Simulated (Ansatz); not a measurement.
## Phonon calculation of PbTe (part 2 of 2)

PbTe (2 atoms in the cell); DFT, PBEsol, PAW with Ansatz's default frozen-core files, scalar-relativistic; harmonic phonons by finite displacements, no spin polarisation (Ansatz 0.2.0); cutoff 420 eV, 6×6×6 k-mesh, fixed occupations. The structure derives from an entry of the Crystallography Open Database. Its volume is 0.97 times that of the source entry. It belongs to a series of runs on one base structure; here: volume scaled by 0.970, PAW files.

Geometry of the input (Å; fractional positions):
```
0.0000  3.1888  3.1888
3.1888  0.0000  3.1888
3.1888  3.1888  0.0000
Te 0.5000  0.5000  0.5000
Pb 0.0000  0.0000  0.0000
```

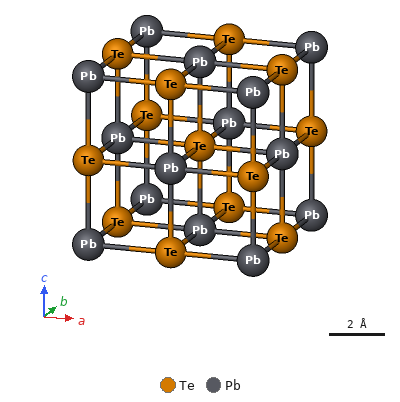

**Figure 1.** The input geometry (ball-and-stick view of the cell 4 times as large as that of the calculation, set on its symmetry axes, seen slightly off an axis). An atom can appear more than once, as a periodic image.

What the program printed, continued
```
SCF iter   1: F=—  HF=-37314.363197 eV  |F-HF|=—  |Δ(HF+E_count)|=         —  Δρ=4.57e-5  dr2=7.91e-6  ethr=3.67e-8  ⟨swp⟩=3.0  Hψ=5041  notcnv=0  defer=113
preconditioner: auto → Resta (q_TF=auto, 2.399 Å⁻¹)  ε∞=3.1  [insulator: Δε(μ)=0.575 eV  Ē_g=14.097 eV  n_scr=28 (ndim 8)  ℏωp=20.6 eV  f_vac=0.007  ε∞_Penn≈3.1]
SCF iter   2: F=—  HF=-37314.363199 eV  |F-HF|=—  |Δ(HF+E_count)|=   1.43e-6  Δρ=1.94e-5  dr2=6.54e-7  ethr=1.32e-8  ⟨swp⟩=2.8  Hψ=1802  notcnv=0  defer=48
SCF iter   3: F=—  HF=-37314.363200 eV  |F-HF|=—  |Δ(HF+E_count)|=   8.52e-7  Δρ=8.31e-6  dr2=1.01e-7  ethr=1.09e-9  ⟨swp⟩=2.1  Hψ=1789  notcnv=0  defer=48
SCF iter   4: F=—  HF=-37314.363200 eV  |F-HF|=—  |Δ(HF+E_count)|=   1.49e-8  Δρ=2.53e-6  dr2=9.33e-9  ethr=1.69e-10  ⟨swp⟩=2.1  Hψ=1357  notcnv=0  defer=48
SCF iter   5: F=—  HF=-37314.363200 eV  |F-HF|=—  |Δ(HF+E_count)|=   2.06e-9  Δρ=4.18e-7  dr2=2.69e-10  ethr=1.56e-11  ⟨swp⟩=2.0  Hψ=1509  notcnv=0  defer=48
SCF iter   6: F=—  HF=-37314.363200 eV  |F-HF|=—  |Δ(HF+E_count)|=  2.47e-10  Δρ=1.11e-7  dr2=1.69e-11  ethr=1.00e-12  ⟨swp⟩=2.3  Hψ=1587  notcnv=0  defer=48
SCF iter   7: F=-37314.363200 eV  HF=-37314.363200 eV  |F-HF|=0.00e0  |Δ(HF+E_count)|=  7.28e-12  Δρ=2.89e-8  dr2=1.28e-12  ethr=1.00e-12  ⟨swp⟩=6.3  Hψ=5565  notcnv=0
SCF 5 converged in 7 iterations: F = -37314.363200 eV  dr2 = 1.28e-12
iter 1 solved again at ethr=5.37e-9 eV; its pass at ethr=3.10e-3 eV (dr2=3.22e-6 eV) is discarded
SCF iter   1: F=—  HF=-37314.363198 eV  |F-HF|=—  |Δ(HF+E_count)|=         —  Δρ=4.24e-5  dr2=6.73e-6  ethr=5.37e-9  ⟨swp⟩=4.0  Hψ=6040  notcnv=0  defer=117
SCF iter   2: F=—  HF=-37314.363198 eV  |F-HF|=—  |Δ(HF+E_count)|=   1.97e-7  Δρ=2.18e-5  dr2=9.06e-7  ethr=5.37e-9  ⟨swp⟩=2.4  Hψ=1712  notcnv=0  defer=117
SCF iter   3: F=—  HF=-37314.363198 eV  |F-HF|=—  |Δ(HF+E_count)|=   1.77e-7  Δρ=8.42e-6  dr2=1.18e-7  ethr=1.51e-9  ⟨swp⟩=2.0  Hψ=1366  notcnv=0  defer=117
SCF iter   4: F=—  HF=-37314.363198 eV  |F-HF|=—  |Δ(HF+E_count)|=   1.09e-8  Δρ=1.41e-6  dr2=2.33e-9  ethr=1.97e-10  ⟨swp⟩=2.0  Hψ=1443  notcnv=0  defer=117
SCF iter   5: F=—  HF=-37314.363198 eV  |F-HF|=—  |Δ(HF+E_count)|=  9.17e-10  Δρ=4.41e-7  dr2=2.15e-10  ethr=3.88e-12  ⟨swp⟩=2.6  Hψ=2144  notcnv=0  defer=117
SCF iter   6: F=—  HF=-37314.363198 eV  |F-HF|=—  |Δ(HF+E_count)|=  1.02e-10  Δρ=7.20e-8  dr2=7.91e-12  ethr=1.00e-12  ⟨swp⟩=2.2  Hψ=1949  notcnv=0  defer=117
SCF iter   7: F=-37314.363198 eV  HF=-37314.363198 eV  |F-HF|=0.00e0  |Δ(HF+E_count)|=  1.46e-11  Δρ=1.92e-8  dr2=5.07e-13  ethr=1.00e-12  ⟨swp⟩=6.0  Hψ=5179  notcnv=0
SCF 6 converged in 7 iterations: F = -37314.363198 eV  dr2 = 5.07e-13
SCF converged after 2 iterations
Free energy (F): -37314.363207 eV
Harris-Foulkes:  -37314.363207 eV  (|F-HF|=1.46e-11)
Internal energy: -37314.363207 eV  (E = F + TS)
E sigma→0 (E₀):  -37314.363207 eV
Fermi energy:    9.188849 eV
--- Per-component energies (eV) ---
  E_band       = -609.774256
  E_kinetic    = 939.550759
  E_local      = -4659.412819  (includes V_loc(G=0)·N_el)
  E_nonlocal   = 88.696442
  E_hartree    = 2462.166517
  E_xc         = -686.618848
  E_vxc        = -476.009243  (∫ρ·V_xc dr)
  E_paw        = -29678.257488  (= ΣΔE_a)
  E_vpaw       = -1426.932096  (= ΣTr[D̂ρ^β])
  E_aug_tail   = -0.000304  (compensation charges beyond the density's cutoff)
  E_ewald      = -5781.361329
  E_core_change = 0.873864  (= ΣΔE_core)
  E_smearing   = -0.000000  (= −TS)
  E_closure    = -0.000000  (closes the sum)
  Σ components = -37314.363207   (vs F -37314.363207, Δ=0.00e0)
--- Forces (eV/Å), atoms counted from 1 ---
  atom   1  Te     0.00000000    -0.00000000     0.00000000
  atom   2  Pb     0.00000000     0.00000000    -0.00000000
  atom   3  Te    -0.00000000     0.00000000     0.00000000
  atom   4  Pb     0.00000000     0.00000000    -0.00000000
  max |Σ_I F_I| component: 2.60e-29 eV/Å
--- Band table (eV; the first three rows and the last of 20) ---
  k-point 0: bands = ["-27.0790", "-27.0787", "-27.0787", "-27.0782", "-27.0721", "-27.0718", "-27.0718", "-27.0718", "-27.0707", "-27.0707", "-7.6216", "-7.5415", "-7.5415", "-7.5400", "-7.5282", "-7.5278", "-7.5278", "-7.5278", "-7.4968", "-7.4968", "-3.1989", "-1.3629", "1.8153", "3.6645", "4.3362", "6.1385", "6.1385", "7.6857", "7.6857", "7.6857", "12.2199", "13.2739", "13.2739", "13.2739", "14.7766", "14.7766"]
  k-point 1: bands = ["-27.0788", "-27.0787", "-27.0786", "-27.0783", "-27.0720", "-27.0719", "-27.0715", "-27.0715", "-27.0709", "-27.0709", "-7.5969", "-7.5565", "-7.5382", "-7.5369", "-7.5315", "-7.5308", "-7.5206", "-7.5206", "-7.5051", "-7.5051", "-2.8651", "-1.9857", "1.9412", "2.8083", "6.0544", "6.4641", "6.4641", "7.2244", "7.2244", "8.7835", "10.8491", "12.5713", "13.3930", "13.3930", "13.5915", "13.6137"]
  k-point 2: bands = ["-27.0789", "-27.0786", "-27.0786", "-27.0782", "-27.0719", "-27.0717", "-27.0716", "-27.0716", "-27.0709", "-27.0708", "-7.6057", "-7.5458", "-7.5458", "-7.5357", "-7.5342", "-7.5272", "-7.5233", "-7.5233", "-7.5028", "-7.5003", "-2.9487", "-1.4617", "1.3797", "2.8390", "4.9998", "6.4607", "6.6210", "7.7610", "7.7610", "8.1422", "12.0288", "12.2842", "12.2842", "12.7867", "13.6280", "13.8877"]
  k-point 19: bands = ["-27.0789", "-27.0789", "-27.0782", "-27.0782", "-27.0717", "-27.0717", "-27.0710", "-27.0710", "-27.0707", "-27.0707", "-7.6053", "-7.6053", "-7.5396", "-7.5396", "-7.5298", "-7.5298", "-7.5082", "-7.5082", "-7.4968", "-7.4968", "-1.2421", "-1.2421", "1.2150", "1.2150", "4.6891", "4.6891", "5.5570", "5.5570", "7.8008", "7.8008", "11.9745", "11.9745", "13.3345", "13.3345", "15.2476", "15.2476"]
--- Phonons: 4 displaced members + 2 references (amplitude of the first 0.0025 Å, Σ member SCF iterations 28) ---
  ASR residual: 1.145e-4 → 0.000e0 eV/Å²; symmetrization residual: 2.632e-5 eV/Å²
  largest component of a force at the reference: 1.9e-29 eV/Å
  ASR residual per site (eV/Å²): 5.95e-5 1.15e-4
  Γ frequencies (cm⁻¹): 0.00 0.00 0.00 45.88 45.88 45.88
  Unit cell's response to a homogeneous field: 3 representative field directions (Σ response iterations 15)
  ε∞ (high-frequency dielectric tensor):
       32.371512    -0.000000     0.000000
       -0.000000    32.371512     0.000000
        0.000000     0.000000    32.371512
  ε⁰ (static dielectric tensor): not given — the deck does not say what the cell's rigid motions are, and on a molecule in a box or a wire the rigid rotations would enter the sum over the modes at Γ. For a crystal or a slab, whose only rigid motions are the translations, set phonons.rigid_motions: translations.
  Born effective charges Z* (e; rows j = field, columns β = displacement):
    site 0:
        -5.97116   -0.00000   -0.00000
         0.00000   -5.97116   -0.00000
        -0.00000    0.00000   -5.97116
    site 1:
         5.97116    0.00000    0.00000
        -0.00000    5.97116    0.00000
         0.00000   -0.00000    5.97116
  Z* charge neutrality: 6.175e-3 e pre-enforcement
  solved inside a basis spanned on the 6×6×6 k-mesh, on 10×10×10 k-points transformed towards the longest dipole: ε∞ is read to err by 1.8e-1, Z* by 7.2e-2 e; Z* is corrected for what the basis lacks
  optical modes at Γ without the LO–TO term, one row a degenerate level:
      ω (cm⁻¹)  modes    IR ((D/Å)²/amu)
         45.88      3            31.2497
  optical modes at Γ + LO–TO along q̂ = [1.0000, 0.0000, 0.0000]:
      ω (cm⁻¹)  modes    IR ((D/Å)²/amu)
         45.88      2            20.8331
        112.64      1            10.4166
  optical modes at Γ + LO–TO along q̂ = [0.0000, 1.0000, 0.0000]:
      ω (cm⁻¹)  modes    IR ((D/Å)²/amu)
         45.88      2            20.8331
        112.64      1            10.4166
  optical modes at Γ + LO–TO along q̂ = [0.0000, 0.0000, 1.0000]:
      ω (cm⁻¹)  modes    IR ((D/Å)²/amu)
         45.88      2            20.8331
        112.64      1            10.4166
--- Phonons (by wavevector): 3 wavevectors in 2 supercells ---
  supercell 1 (2 cells, vectors [1, 0, 0], [0, 1, -1], [0, 0, 2] in multiples of the cell's): 2 displaced members by 0.0025 Å; free energy -37314.363207 eV; taken off its force constants: by the sum rule 1.1e-4, by the symmetrisation 1.4e-5 eV/Å²
  symmetry images taken by strict's conditions (phonons.symmetry_images: auto; settled by no image being taken that strict refuses)
  supercell 2 (2 cells, vectors [1, 0, 0], [0, 1, 0], [0, 0, 2] in multiples of the cell's): 2 displaced members by 0.0025 Å; free energy -37314.363207 eV; taken off its force constants: by the sum rule 9.5e-5, by the symmetrisation 2.6e-5 eV/Å²; Γ matrix within 4.4e-5 eV/Å² of supercell 1's
  symmetry images taken by strict's conditions (phonons.symmetry_images: auto; settled by no image being taken that strict refuses)
  q = [0.0000, 0.0000, 0.0000] (star 1, supercell 1; hermiticity 2.51e-50, symmetrization 6.32e-6): -0.00 -0.00 -0.00 45.88 45.88 45.88
  q = [0.0000, 0.0000, -0.5000] (star 4, supercell 2; hermiticity 1.93e-16, symmetrization 9.19e-16): 61.46 61.46 94.30 102.35 102.35 110.47
  q = [0.0000, -0.5000, -0.5000] (star 3, supercell 1; hermiticity 1.57e-16, symmetrization 5.22e-16): 22.16 22.16 27.45 80.57 80.57 86.38
  joined force constants: q→R imaginary residual 2.69e-17
  density of states and harmonic sums: on the 18×18×18 q-mesh, interpolated from the force constants of a 2×2×2 supercell (with the dipole–dipole term)
  largest difference from the sums on the solved wave vectors: F 3.39e-2 eV, S 6.62e-5 and C_V 3.23e-5 eV/K
  zero-point energy: 0.027161 eV/cell   skipped modes (ω ≤ 0): 3   left out of the sums: 8.57e-5 of the cell's modes: C_V's classical limit lies that fraction below 3 k_B per atom; for a crystal, a wire or a layer, F and S can be off by more, and a phonons.interpolated_qmesh denser along its periods is the remedy for the sampling
```

File phthermo.tsv
```
# format = ansatz-phthermo/1
# interpolated_qmesh = 18 18 18
# force_constants_supercell = 2 2 2
# non_analytic_term = included (the dipole-dipole term of the run's Born effective charges and high-frequency dielectric tensor (where they are solved with the displacements' responses and are means over more operations than the force constants, of those that the k mesh gives, averaged as the force constants are; where they are of points inside a basis, what they differ from the k mesh's own by stays in what lies between the sampled wave vectors) is in the interpolated dynamical matrix, and no dipole-quadrupole or higher term is, so what lies between sampled wave vectors stays as converged as the mesh, the term itself as its tensors are in theirs, and near GAMMA the transverse optical and acoustic branches of a crystal with a site that is no centre of inversion can stay off; a row of a path at GAMMA holds the limit along its piece of the path (the whole path, where it does not jump; a piece that never leaves GAMMA stands at zero macroscopic field), a row of a mesh at GAMMA stands at zero macroscopic field with that point's weight, and on a cell with vacuum the term is the periodic stack's, or with phonons.isolated the sheet's or wire's own, and can move a branch further from a solve)
# zero_point_energy_ev = 2.7160774056e-2
# n_skipped_modes = 3
# share_of_modes_left_out = 8.5733882030e-5
# rigid_motions_known_by = geometry
# t_k	f_vib_ev	s_ev_per_k	c_v_ev_per_k
0.0000	2.7160774056e-2	0.0000000000e0	0.0000000000e0
100.0000	2.1314473485e-3	5.4670712977e-4	4.6854462859e-4
200.0000	-7.1271841453e-2	8.8636045985e-4	5.0416147143e-4
300.0000	-1.7088066379e-1	1.0923994263e-3	5.1122838395e-4
400.0000	-2.8784100275e-1	1.2398657690e-3	5.1373896008e-4
500.0000	-4.1777754982e-1	1.3546432832e-3	5.1490762004e-4
600.0000	-5.5808057803e-1	1.4485835747e-3	5.1554421466e-4
700.0000	-7.0701566264e-1	1.5280862118e-3	5.1592866413e-4
800.0000	-8.6334616859e-1	1.5969962998e-3	5.1617842983e-4
900.0000	-1.0261456784e0	1.6578038482e-3	5.1634977910e-4
1000.0000	-1.1946941970e0	1.7122134132e-3	5.1647239954e-4
```

Summary

```tsv
quantity	value
outcome	converged
space group (tolerance 0.01 Å)	Fm-3m (225)
electrons treated	60
free energy	−37314.3632 eV
Fermi energy	9.189 eV
gap on the k-point mesh	0.58 eV
largest force (length of the vector)	under 0.001 eV/Å
hardware	1 thread of Intel Xeon (Granite Rapids), 32 GiB of memory available, shared host
wall time	60 s
peak memory	0.82 GiB
```

Notes

Spin–orbit coupling is left out, which matters for Pb.
